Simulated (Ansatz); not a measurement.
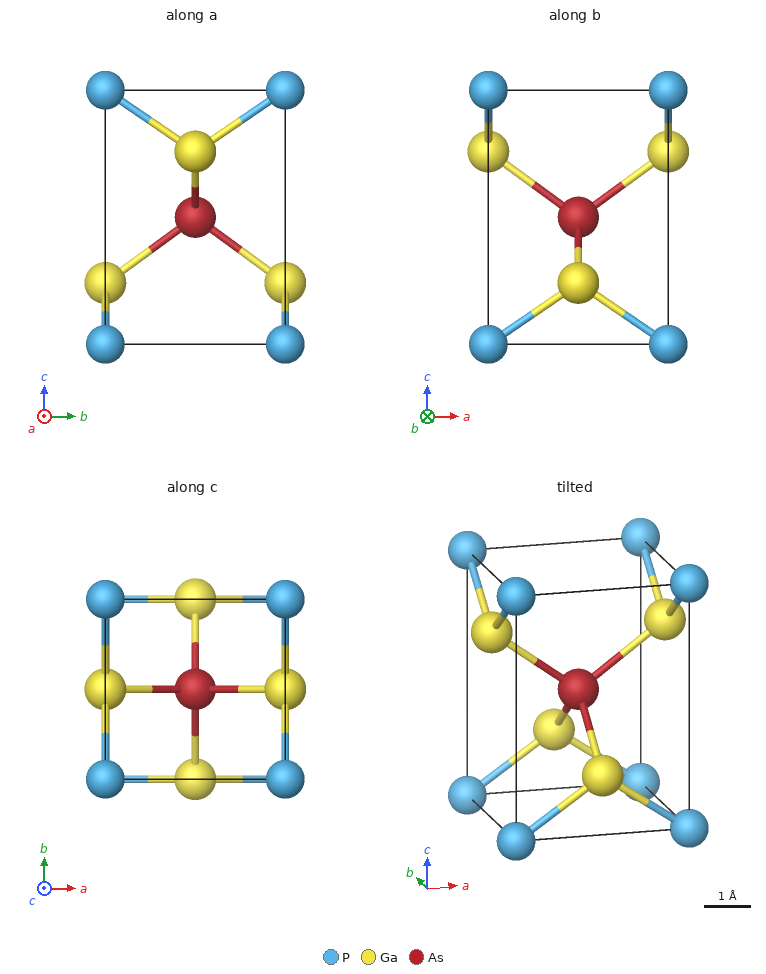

We look at a ball-and-stick model of the crystal along the a axis, along the b axis, along the c axis and slightly off an axis. The parallelepiped is the conventional unit cell.

Lattice parameters: a = 3.931 Å, b = 3.931 Å, c = 5.553 Å, α = 90.00°, β = 90.00°, γ = 90.00°.

### Put the structure into a table of Wyckoff sites, with free fractional coordinates to two decimals.

Space group P-4m2 (No. 115).
```
atom  site     x     y     z
   P    1a  0.00  0.00  0.00
  Ga    2g  0.00  0.50  0.76
  As    1c  0.50  0.50  0.50
```

Origin of the cell: a structure type filled with these elements by a generator (whether the compound takes this form wasn't checked). Earlier steps of the study may have refined or changed the cell and positions. Ansatz was used for an electronic-structure calculation on it.
